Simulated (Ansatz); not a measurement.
Al

Input

```
crystal:
  lattice:
    - [1.9963396846, 1.9963396846, 0.0]
    - [-1.9963396846, 1.9963396846, 0.0]
    - [0.0, 0.0, 4.1124597503]
  atoms:
    - { symbol: Al, position: [0.0, 0.0, 0.0] }
    - { symbol: Al, position: [0.5, 0.5, 0.5] }
basis:
  ecutwfc: 500
kpoints:
  mp_grid: { grid: [18, 18, 14] }
hamiltonian:
  xc: r2scan
scf:
  occupations: { method: gaussian, width: 0.1 }
output:
  forces: true
  stress: true
  eigenvalues: true
  write_density: true
  write_potential: true
  elf: true
  volumetric_format: npy
```

Command:

```sh
ansatz run input.yaml --threads 1 --pin off --max-ram 2560MiB --backend cpu --events-out ev --progress --plain --runs-dir out
```

Below, planes, directions and counts refer to the conventional cell (a = 2.82 Å, b = 2.82 Å, c = 4.11 Å, α = 90.00°, β = 90.00°, γ = 90.00°).

Space group I4/mmm; a structure from a database of computed crystals, not necessarily the ambient phase; changed on purpose from its base cell (strain along c alone, the other axes held, atoms relaxed: +3.0 %); computed pressure about −3 GPa in this cell.

Level of theory: DFT r2SCAN, scalar-relativistic, plane waves, PAW (Ansatz).

> What will maps of the valence pseudo-density and electron localisation function show?

Al–Al (2.82 Å): ρ is about 0.21 e/Å³ halfway; the ELF peaks at about 0.65 between the atoms.

> Does the calculation make it a metal, or give it a gap?

It is metallic or semimetallic at this level of theory: no gap opens.

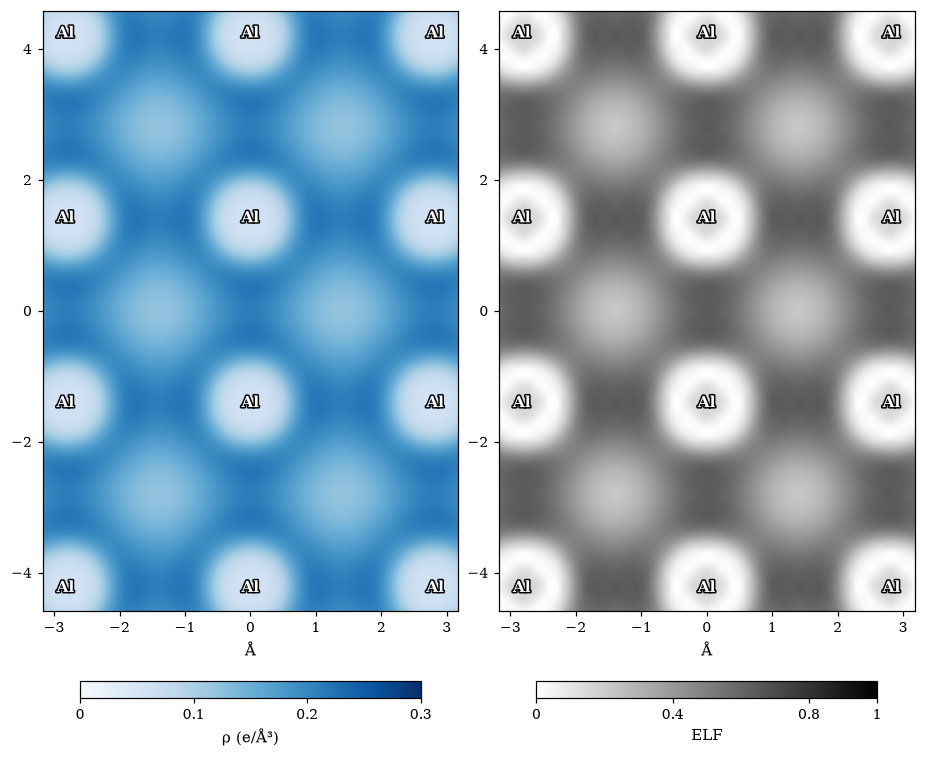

Computed valence pseudo-density and electron localisation function on the (001) plane of the conventional cell, in this order. 

In a PAW calculation such maps are meaningful between the atoms, not at the nuclei.
